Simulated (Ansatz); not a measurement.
Run report: AlAs, geometry relaxation (part 1 of 2)

The run: geometry relaxation of AlAs (F-43m, 2 atoms in the cell). Method and program: DFT, PBE, plane waves, PAW, no spin polarisation (Ansatz 0.2.0).

The structure derives from an entry of the Crystallography Open Database. Figures and captions count atoms from 1; the log counts them from 0 in places.

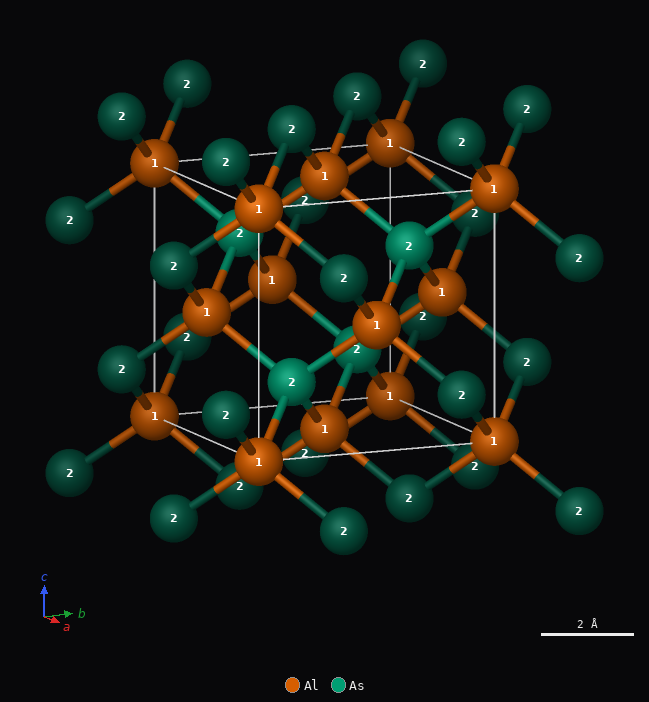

**Figure 1.** The starting structure (ball-and-stick view of the cell 4 times as large as that of the calculation, set on its symmetry axes, seen slightly off an axis; neighbours outside the cell are drawn fainter; atoms are numbered from 1 in the order of the input). Near neighbours in the crystal (not all of them lie inside the picture): Al has 4 As at 2.45 Å; As has 4 Al at 2.45 Å.

### The input
```yaml
crystal:
  lattice:
    - [0.0, 2.8304, 2.8304]
    - [2.8304, 0.0, 2.8304]
    - [2.8304, 2.8304, 0.0]
  atoms:
    - { symbol: Al, position: [0.0, 0.0, 0.0] }
    - { symbol: As, position: [0.25, 0.25, 0.25] }
kpoints:
  mp_grid: { grid: [8, 8, 8] }
hamiltonian:
  xc: pbe
scf:
  occupations: { method: fermi_dirac, width: 0.02 }
relax:
  f_tol: 0.005
  cell: {}
output:
  write_density: true
  write_potential: true
  elf: true
  volumetric_format: npy
```

Run as:
```bash
ansatz run input.yaml --threads 2 --pin off --max-ram 2211MiB --backend cpu --events-out ev --progress --plain --runs-dir out
```

### Output
```
Engine: ansatz 0.2.0, x86_64-unknown-linux-gnu
Pseudopotentials: kind: paw
Pseudopotential: Al, paw, valence charge 3, recommended cutoff 420 eV (normal), Al.paw.azcp
Pseudopotential: As, paw, valence charge 15, recommended cutoff 420 eV (normal), As.paw.azcp
Functional definition: PBE
  parameter kappa = 0.804
  parameter beta = 0.06672455060314922
  exchange = pbe_x(kappa = kappa, mu = beta*pi^2/3)
  correlation = pbe_c(beta = beta)
Crystal: 2 atoms, lattice volume = 45.350 Å³
Basis set: ecut = 420 eV, 893 PW (Γ), exchange–correlation on 54×54×54 points (8 copies of the dense FFT grid, shifted against one another)
Bands: 13, of which v1, the nominal top of the filled ones, is band 9 counted from 1 (8 counted from 0)
Symmetry: 24 space group operations
Space group: F-43m (ITA 216), of the structure as read, at distance tolerance 3.6e-5 Å
k-points: 29 of 512 (time reversal used)
Non-local potential: Al, projectors of the file, l = 0: 2, l = 1: 2, l = 2: 1
Non-local potential: As, projectors of the file, l = 0: 2, l = 1: 2, l = 2: 3, l = 3: 1
PAW form: soft (Blöchl's): semilocal exchange-correlation on the pseudo side does not see the compensation charge
PAW one-centre angular grid: Al, 110 points (default); XC on 64 Gauss nodes
PAW one-centre angular grid: As, 590 points (default); XC on 64 Gauss nodes
Initial density: superposition of atomic densities (neutral atoms: chi_scale 0, normalization atom), corrected by the library's trained network
Initial wavefunctions: pseudopotential atomic-orbital guess
Functional: x = pbe(κ = 0.804, μ = 0.2195149727645171), c = pbe(β = 0.06672455060314922)
SCF iter   1: F=—  HF=-5394.602308 eV  |F-HF|=—  |Δ(HF+E_count)|=         —  Δρ=1.65e-3  dr2=2.26e-3  ethr=1.77e-3  ⟨swp⟩=6.0  Hψ=2352  notcnv=0
preconditioner: auto → none  [insulator: Δε(μ)=1.420 eV  Ē_g=9.908 eV  σ=0.020 eV  W_gap=1.00  n_scr=14 (ndim 8)  ℏωp=15.6 eV  f_vac=0.006  D(μ)=0.00/eV (n_scr^D=0)  ε∞_Penn≈3.5]
SCF iter   2: F=—  HF=-5394.601575 eV  |F-HF|=—  |Δ(HF+E_count)|=   7.33e-4  Δρ=4.89e-4  dr2=1.04e-4  ethr=1.26e-5  ⟨swp⟩=2.1  Hψ=803  notcnv=0
SCF iter   3: F=—  HF=-5394.601618 eV  |F-HF|=—  |Δ(HF+E_count)|=   4.21e-5  Δρ=1.97e-4  dr2=1.22e-5  ethr=5.80e-7  ⟨swp⟩=2.0  Hψ=462  notcnv=0
SCF iter   4: F=—  HF=-5394.601586 eV  |F-HF|=—  |Δ(HF+E_count)|=   3.20e-5  Δρ=2.08e-5  dr2=1.01e-7  ethr=6.76e-8  ⟨swp⟩=2.0  Hψ=490  notcnv=0
iter 5 did not close the SCF: its close was put off for the readings that it lacked (scf_convergence_deferred on its scf_iter line)
SCF iter   5: F=-5394.601586 eV  HF=-5394.601586 eV  |F-HF|=4.59e-8  |Δ(HF+E_count)|=   1.62e-7  Δρ=4.65e-6  dr2=1.20e-8  ethr=5.59e-10  ⟨swp⟩=2.0  Hψ=638  notcnv=0
SCF iter   6: F=-5394.601586 eV  HF=-5394.601586 eV  |F-HF|=7.21e-10  |Δ(HF+E_count)|=   1.98e-8  Δρ=1.23e-6  dr2=3.55e-10  ethr=6.68e-11  ⟨swp⟩=5.0  Hψ=1967  notcnv=0
SCF 1 converged in 6 iterations: F = -5394.601586 eV  dr2 = 3.55e-10
  greatest PAW one-centre occupation: 0.999 electrons in one spin orbital (limit 2), on the As atom at site 1 (counted from 0), in its partial waves of l = 2
relax step   1: F+E_penalty+E_count = -5394.60158571 eV  Δ(F+E_penalty+E_count) = +0.000e0 eV  max|allowed force component| = 1.191e-16 eV/Å  Δτ_max = 0.0000 Å  P = +2.587 GPa  Ω = 45.350 Å³  (6 SCF iters, dr2 threshold 1.00e-7 eV, accepted)
Crystal: 2 atoms, lattice volume = 46.757 Å³
Basis set: ecut = 420 eV, 941 PW (Γ), exchange–correlation on 54×54×54 points (8 copies of the dense FFT grid, shifted against one another)
Initial density: handed on by an earlier stage of this run
Initial wavefunctions: those handed on with the density
iter 1 solved again at ethr=6.76e-6 eV; its pass at ethr=3.10e-3 eV (dr2=1.22e-3 eV) is discarded
SCF iter   1: F=—  HF=-5394.614188 eV  |F-HF|=—  |Δ(HF+E_count)|=         —  Δρ=1.28e-3  dr2=1.21e-3  ethr=6.76e-6  ⟨swp⟩=1.1  Hψ=2688  notcnv=0
preconditioner: auto → none  [insulator: Δε(μ)=1.486 eV  Ē_g=9.755 eV  σ=0.020 eV  W_gap=1.00  n_scr=14 (ndim 8)  ℏωp=15.4 eV  f_vac=0.010  D(μ)=0.00/eV (n_scr^D=0)  ε∞_Penn≈3.5]
SCF iter   2: F=—  HF=-5394.613961 eV  |F-HF|=—  |Δ(HF+E_count)|=   2.27e-4  Δρ=5.60e-4  dr2=1.65e-4  ethr=6.72e-6  ⟨swp⟩=2.4  Hψ=473  notcnv=0
SCF iter   3: F=—  HF=-5394.613912 eV  |F-HF|=—  |Δ(HF+E_count)|=   4.95e-5  Δρ=1.43e-4  dr2=1.66e-5  ethr=9.14e-7  ⟨swp⟩=2.7  Hψ=645  notcnv=0
SCF iter   4: F=—  HF=-5394.613908 eV  |F-HF|=—  |Δ(HF+E_count)|=   3.56e-6  Δρ=4.51e-5  dr2=6.03e-7  ethr=9.22e-8  ⟨swp⟩=2.0  Hψ=638  notcnv=0
SCF iter   5: F=-5394.613909 eV  HF=-5394.613909 eV  |F-HF|=1.10e-8  |Δ(HF+E_count)|=   6.23e-7  Δρ=5.13e-6  dr2=1.01e-8  ethr=1.11e-9  ⟨swp⟩=8.0  Hψ=1969  notcnv=0
SCF 2 converged in 5 iterations: F = -5394.613909 eV  dr2 = 1.01e-8
relax step   2: F+E_penalty+E_count = -5394.61390894 eV  Δ(F+E_penalty+E_count) = -1.232e-2 eV  max|allowed force component| = 1.843e-17 eV/Å  Δτ_max = 0.0000 Å  P = +0.335 GPa  Ω = 46.757 Å³  energy of the carried Pulay correction = -2.535e-4 eV  (5 SCF iters, dr2 threshold 2.00e-7 eV, accepted)
Crystal: 2 atoms, lattice volume = 46.974 Å³
iter 1 solved again at ethr=1.57e-7 eV; its pass at ethr=3.10e-3 eV (dr2=2.83e-5 eV) is discarded
SCF iter   1: F=—  HF=-5394.614165 eV  |F-HF|=—  |Δ(HF+E_count)|=         —  Δρ=1.90e-4  dr2=2.70e-5  ethr=1.57e-7  ⟨swp⟩=2.0  Hψ=2544  notcnv=0
preconditioner: auto → none  [insulator: Δε(μ)=1.502 eV  Ē_g=9.735 eV  σ=0.020 eV  W_gap=1.00  n_scr=14 (ndim 8)  ℏωp=15.3 eV  f_vac=0.007  D(μ)=0.00/eV (n_scr^D=0)  ε∞_Penn≈3.5]
SCF iter   2: F=—  HF=-5394.614109 eV  |F-HF|=—  |Δ(HF+E_count)|=   5.59e-5  Δρ=8.43e-5  dr2=3.76e-6  ethr=1.50e-7  ⟨swp⟩=2.5  Hψ=478  notcnv=0
SCF iter   3: F=—  HF=-5394.614109 eV  |F-HF|=—  |Δ(HF+E_count)|=   1.11e-7  Δρ=2.14e-5  dr2=3.75e-7  ethr=2.09e-8  ⟨swp⟩=3.0  Hψ=652  notcnv=0
SCF iter   4: F=-5394.614109 eV  HF=-5394.614109 eV  |F-HF|=1.20e-8  |Δ(HF+E_count)|=   6.54e-8  Δρ=6.81e-6  dr2=1.39e-8  ethr=1.11e-9  ⟨swp⟩=7.9  Hψ=2182  notcnv=0
SCF 3 converged in 4 iterations: F = -5394.614109 eV  dr2 = 1.39e-8
relax step   3: F+E_penalty+E_count = -5394.61410931 eV  Δ(F+E_penalty+E_count) = -2.004e-4 eV  max|allowed force component| = 3.498e-17 eV/Å  Δτ_max = 0.0000 Å  P = +0.019 GPa  Ω = 46.974 Å³  energy of the carried Pulay correction = -2.919e-4 eV  (4 SCF iters, dr2 threshold 2.00e-7 eV, accepted)
Basis set: ecut = 420 eV, 941 PW (Γ), exchange–correlation on 60×60×60 points (8 copies of the dense FFT grid, shifted against one another)
Initial wavefunctions: pseudopotential atomic-orbital guess (no wavefunctions were taken with the density)
iter 1 solved again at ethr=1.53e-7 eV; its pass at ethr=3.10e-3 eV (dr2=2.75e-5 eV) is discarded
SCF iter   1: F=—  HF=-5394.614435 eV  |F-HF|=—  |Δ(HF+E_count)|=         —  Δρ=2.87e-5  dr2=5.59e-8  ethr=1.53e-7  ⟨swp⟩=2.7  Hψ=3229  notcnv=0
preconditioner: auto → none  [insulator: Δε(μ)=1.503 eV  Ē_g=9.736 eV  σ=0.020 eV  W_gap=1.00  n_scr=14 (ndim 8)  ℏωp=15.3 eV  f_vac=0.006  D(μ)=0.00/eV (n_scr^D=0)  ε∞_Penn≈3.5]
SCF iter   2: F=—  HF=-5394.614443 eV  |F-HF|=—  |Δ(HF+E_count)|=   8.13e-6  Δρ=1.53e-5  dr2=2.13e-8  ethr=3.11e-10  ⟨swp⟩=2.0  Hψ=638  notcnv=0
SCF iter   3: F=—  HF=-5394.614444 eV  |F-HF|=—  |Δ(HF+E_count)|=   9.14e-7  Δρ=4.40e-6  dr2=1.88e-9  ethr=1.19e-10  ⟨swp⟩=2.0  Hψ=493  notcnv=0
SCF iter   4: F=—  HF=-5394.614444 eV  |F-HF|=—  |Δ(HF+E_count)|=   8.09e-8  Δρ=7.04e-7  dr2=1.30e-10  ethr=1.04e-11  ⟨swp⟩=2.0  Hψ=638  notcnv=0
SCF iter   5: F=-5394.614444 eV  HF=-5394.614444 eV  |F-HF|=2.00e-11  |Δ(HF+E_count)|=   1.36e-9  Δρ=1.35e-7  dr2=7.08e-12  ethr=1.00e-12  ⟨swp⟩=5.9  Hψ=1440  notcnv=0
SCF 4 converged in 5 iterations: F = -5394.614444 eV  dr2 = 7.08e-12
relax step   4: F+E_penalty+E_count = -5394.61444365 eV  Δ(F+E_penalty+E_count) = -3.343e-4 eV  max|allowed force component| = 3.137e-17 eV/Å  Δτ_max = 0.0000 Å  P = +0.029 GPa  Ω = 46.974 Å³  stress off target by 2.87e-2 GPa  SCF on the basis re-selected at this cell (its energy is not comparable with the rows above)  (5 SCF iters)
```

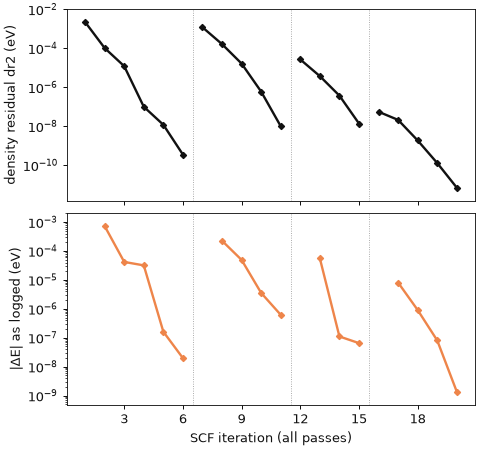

**Figure 2.** Convergence of the self-consistent field: density residual dr2 and size of the energy change against the SCF iteration. The dotted lines part the SCF passes of the relaxation: geometry steps, rejected trials and re-solves on a re-selected basis. The passes take 6, 5, 4 and 5 iterations.

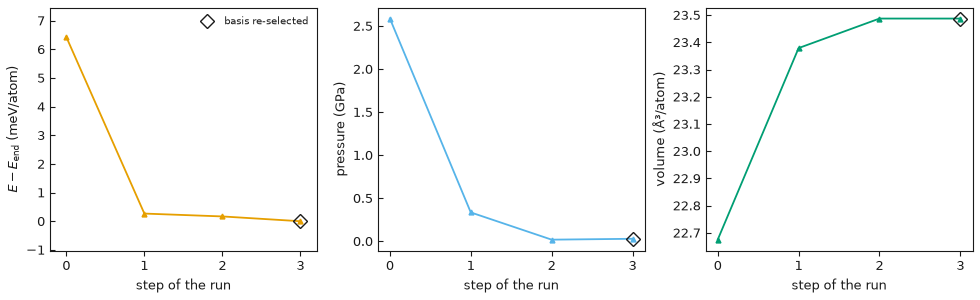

**Figure 3.** Progress of the relaxation, step by step (the first geometry is step 0 here and step 1 in the log).

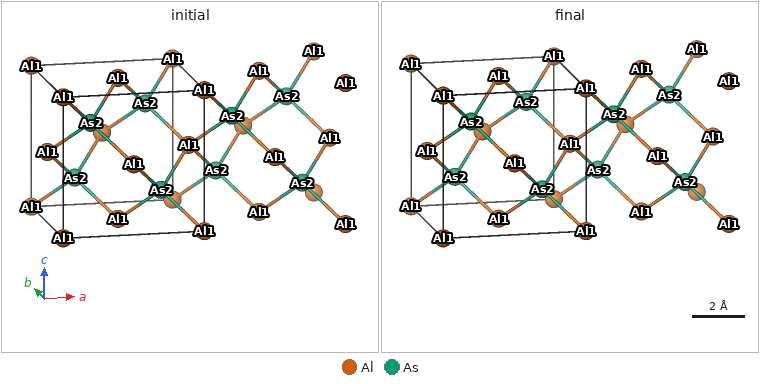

**Figure 4.** Before (left) and after (right) the relaxation, at one scale (ball-and-stick view of the cell 4 times as large as that of the calculation, set on its symmetry axes, repeated 2 × 1 × 1, seen slightly off an axis). Over 2 geometry steps the energy falls by 6.3 meV per atom. All forces vanish by symmetry, so only the cell relaxes. Pressure: 2.59 GPa at the start and 0.03 GPa at the end. The atoms keep their places relative to the cell (all moves are under 0.005 Å). The volume changes by +3.6 %, with a = b = c 5.661 → 5.728 Å (+1.2 %). Distances before and after: Al1–As2 2.451 → 2.480 Å. The space group stays F-43m (No. 216). A last SCF at the same geometry on a re-selected plane-wave basis shifts the energy by −0.2 meV per atom. (Atoms are counted from 1 in the order of the input.)
